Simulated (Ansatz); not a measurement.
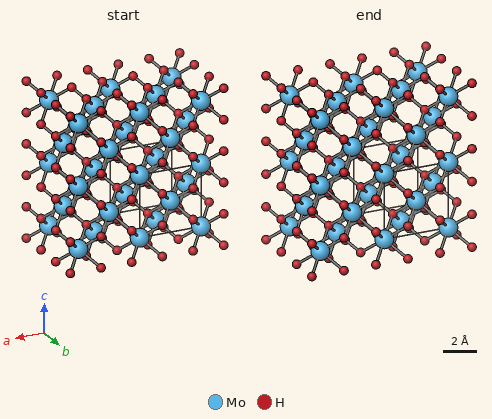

The structure of a crystal of MoH2 (a generated structure, set up in Fm-3m) (coarse preliminary run) before (left) and after (right) a relaxation, at one scale.

Style: ball-and-stick. Shown: the conventional cell (4 times the calculation's cell), repeated 2 × 1 × 2 with one cell outlined, from a free direction. Lengths and directions refer to the drawn axes.

Case: V → Mo on all its sites, cell and atoms relaxed.

Computed with DFT PBE, scalar-relativistic, plane waves, PAW in Ansatz.

The input:
```yaml
crystal:
  lattice:
    - [0.0, 2.1108626963, 2.1108626963]
    - [2.1108626963, 0.0, 2.1108626963]
    - [2.1108626963, 2.1108626963, 0.0]
  atoms:
    - { symbol: Mo, position: [0.0, 0.0, 0.0] }
    - { symbol: H, position: [0.25, 0.25, 0.25] }
    - { symbol: H, position: [0.75, 0.75, 0.75] }
basis:
  ecutwfc: 420
kpoints:
  mp_grid: { grid: [8, 8, 8] }
hamiltonian:
  xc: pbe
scf:
  occupations: { method: gaussian, width: 0.1 }
output:
  forces: true
  stress: true
  eigenvalues: true
relax:
  adjacent_minimum: "off"
  f_tol: 0.05
  max_steps: 60
  cell: { stress_tol: 0.5 }
```

Question: Summarise the run.

Answer: After 3 accepted moves (4 points after the start) the energy has fallen by 86.4 meV per atom. All forces vanish by symmetry, so only the cell relaxes. Pressure: 35.65 GPa at the start and 0.15 GPa at the end. At 1 point the geometry stayed and the basis and grid were re-selected for the new cell (energy shift of 1.9 meV per atom at most each time). No atom moves by more than 0.005 Å relative to the cell. The volume changes by +13.8 %, with a = b = c 4.222 → 4.407 Å (+4.4 %). Near-neighbour distances that change, for instance: Mo1–Mo1 2.985 → 3.116 Å, Mo1–H2 1.828 → 1.908 Å. The space group stays Fm-3m (No. 225).
